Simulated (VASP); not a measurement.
**A series of single points on Al**

System: Al (Fm-3m, 1 atom in the cell).
Method: Kohn-Sham DFT of a periodic cell, PBEsol, VASP PAW PBE potentials, recommended, no spin polarisation (VASP 6.6.1).

The 7 runs differ only in the geometry, by an even scaling of the cell at fixed fractional positions. The structure derives from an entry of the Crystallography Open Database.

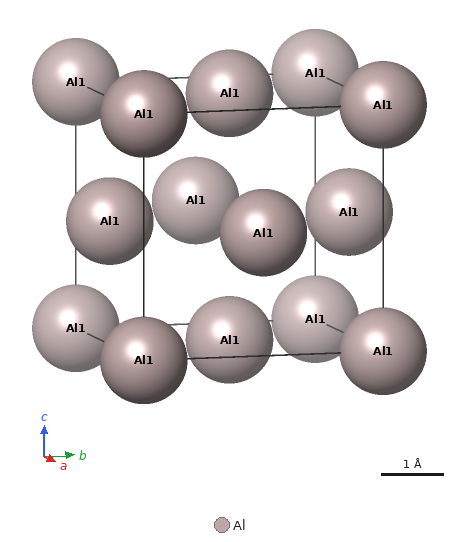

Figure 1. The structure of run 4 (spheres-only view of the cell 4 times as large as that of the calculation, set on its symmetry axes, seen slightly off an axis; atoms are numbered from 1 in the order of the input).

### INCAR of run 4
```
  PREC = Accurate
  ENCUT = 520
  EDIFF = 1E-7
  ISMEAR = -1
  SIGMA = 0.05
  LREAL = F
  LASPH = T
  NELM = 100
  ALGO = Normal
  ISIF = 2
  LWAVE = F
  LCHARG = F
  GGA = PS
  NBANDS = 8
```

### KPOINTS of run 4
```
regular mesh
0
Gamma
  11 11 11
```

### POSCAR of run 4
```
Al
1.0
    0.0000000000      2.0248050000      2.0248050000
    2.0248050000      0.0000000000      2.0248050000
    2.0248050000      2.0248050000      0.0000000000
Al
1
Direct
    0.0000000000      0.0000000000      0.0000000000
```

Command:
```bash
cat potpaw_PBE.64/Al/POTCAR > POTCAR
mpirun -np 1 vasp_std > vasp.out
```

Lattice vectors (Å) and fractional positions of run 4:
```
   0.000000    2.024805    2.024805
   2.024805    0.000000    2.024805
   2.024805    2.024805    0.000000
Al  0.000000  0.000000  0.000000
```

Run 5 differs from it as follows:
```diff
-    0.0000000000      2.0248050000      2.0248050000
-    2.0248050000      0.0000000000      2.0248050000
-    2.0248050000      2.0248050000      0.0000000000
+    0.0000000000      2.0382146954      2.0382146954
+    2.0382146954      0.0000000000      2.0382146954
+    2.0382146954      2.0382146954      0.0000000000
```

### Results, with one run withheld

```csv
run,volume per atom (Å³),"free energy per atom, from the lowest run given (meV)",pressure (GPa)
1,15.607,6.35,3.47
2,15.939,1.23,1.49
3,16.271,0.00,−0.28
4,16.603,2.25,−1.87
5,16.935,?,?
6,17.267,15.78,−4.56
7,17.599,26.41,−5.69
```

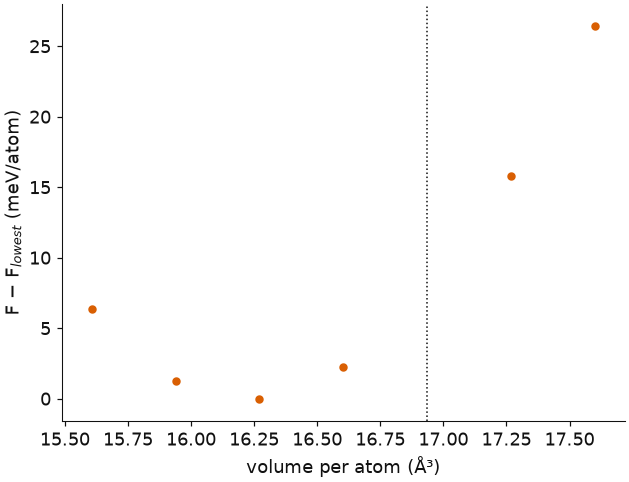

Figure 2. Free energy per atom of the runs given; the dotted line marks run 5.

Fit the runs given and predict run 5.

A cubic polynomial in V^(−2/3) (the Birch–Murnaghan form), fitted to the 6 runs given, misses them by at most 0.01 meV per atom. With x = V^(−2/3) − 0.15415 Å⁻², it reads F = 1.4124 − 1505.9 x + 3.8683e+05 x² + 6.2489e+05 x³ (meV per atom). At run 5 it gives 7.62 meV per atom, and the run itself gives 7.62. The slope of the fit gives a pressure −dF/dV of −3.29 GPa there, and the run prints −3.30 GPa. The fit has its minimum at 16.216 Å³ per atom, where V d²F/dV² gives 83.5 GPa: the bulk modulus at this level, since symmetry fixes the shape and the positions.

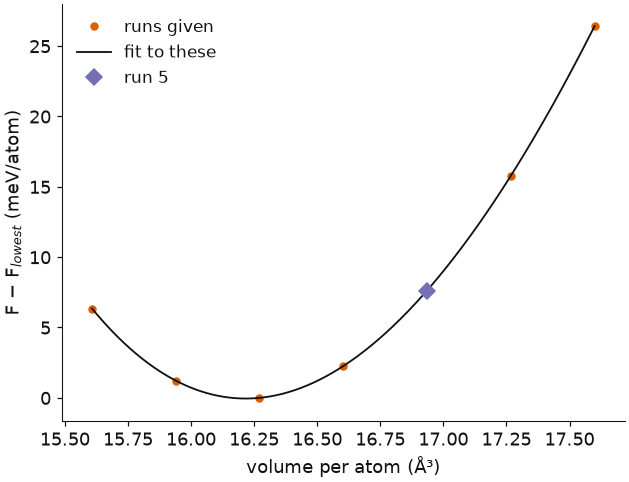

Figure 3. The fit and the withheld run.

### OSZICAR and lines of OUTCAR (run 5)
```
N       E                     dE             d eps       ncg     rms          rms(c)
DAV:   1    -0.265406217938E+01   -0.26541E+01   -0.88819E+02   896   0.206E+02
DAV:   2    -0.411605872037E+01   -0.14620E+01   -0.14478E+01  1304   0.187E+01
DAV:   3    -0.412217230909E+01   -0.61136E-02   -0.61086E-02  1168   0.137E+00
DAV:   4    -0.412218762809E+01   -0.15319E-04   -0.15318E-04  1376   0.590E-02
DAV:   5    -0.412218766039E+01   -0.32300E-07   -0.32530E-07  1216   0.143E-03    0.134E+00
DAV:   6    -0.410546392642E+01    0.16724E-01   -0.23797E-03  1184   0.202E-01    0.766E-01
DAV:   7    -0.409419314803E+01    0.11271E-01   -0.64740E-03  1216   0.322E-01    0.161E-01
DAV:   8    -0.409417768622E+01    0.15462E-04   -0.19898E-05  1264   0.307E-02    0.595E-03
DAV:   9    -0.409417697157E+01    0.71466E-06   -0.37944E-07  1304   0.271E-03    0.835E-04
DAV:  10    -0.409417666564E+01    0.30592E-06   -0.49756E-09  1144   0.429E-04    0.241E-04
DAV:  11    -0.409417666686E+01   -0.12127E-08   -0.12182E-10   768   0.613E-05
   1 F= -.40941767E+01 E0= -.40921578E+01  d E =-.403769E-02
[... from OUTCAR:]
  free energy    TOTEN  =        -4.09417667 eV
  energy without entropy =       -4.09013897  energy(sigma->0) =       -4.09215782
 E-fermi :   7.6936     XC(G=0): -10.1625     alpha+bet :-14.4944
  free  energy   TOTEN  =        -4.0941766669 eV
  energy  without entropy=       -4.0901389727  energy(sigma->0) =       -4.09215782
```
